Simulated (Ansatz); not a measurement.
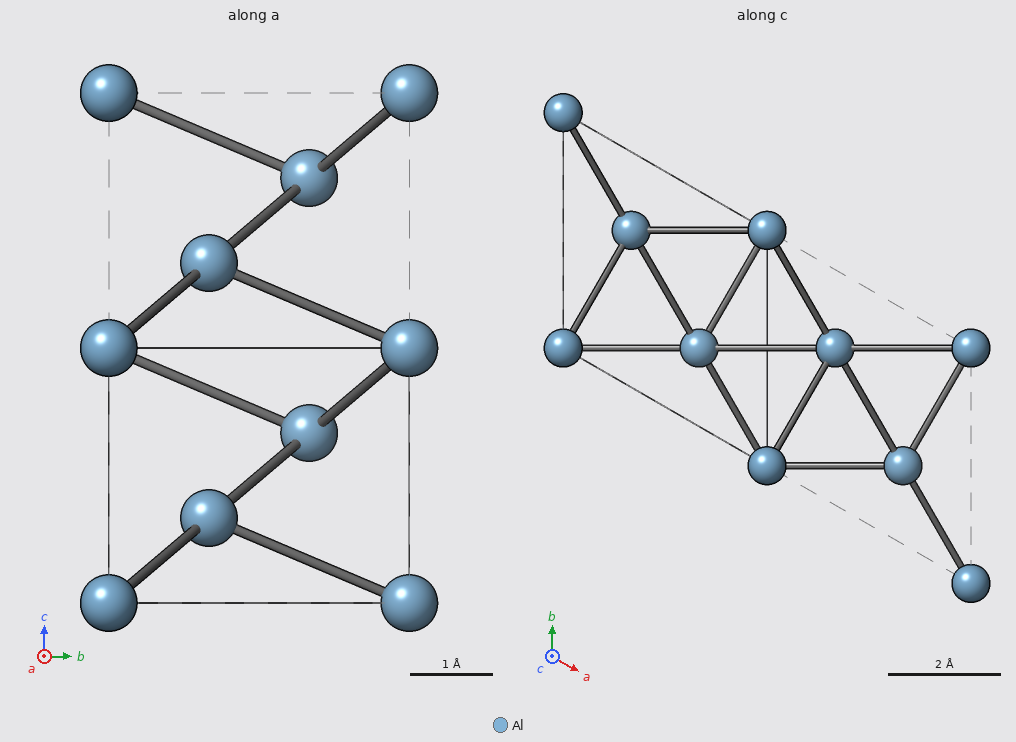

Structure drawing (ball-and-stick), viewed along the a axis and along the c axis. A block of 2×1×2 cells is shown, with one conventional unit cell in solid outline.

Al, space group R-3m (No. 166), a = 4.24 Å, b = 4.24 Å, c = 3.11 Å, α = 90.00°, β = 90.00°, γ = 120.00°.

Calculation details: DFT PBE, scalar-relativistic, plane waves, PAW in Ansatz; a 420 eV plane-wave basis, k-points about 0.11 Å⁻¹ apart, Gaussian smearing of 0.15 eV, no spin polarisation.

Classify it as metallic or gapped, with the value.

Answer. A metal: bands cross the Fermi level.

Is the cell compressed or stretched against its equilibrium volume?

Answer. The computed pressure is 7.3 GPa (compressed: it would expand).

Origin of the cell: a structure listed in the Materials Project. The cell was then strained or its atoms displaced on purpose. A calculation with Ansatz used it as input.

At this level of theory the cell isn't at rest (compressed, at 7 GPa), so its distances can differ from those at equilibrium, the more so the softer the solid.
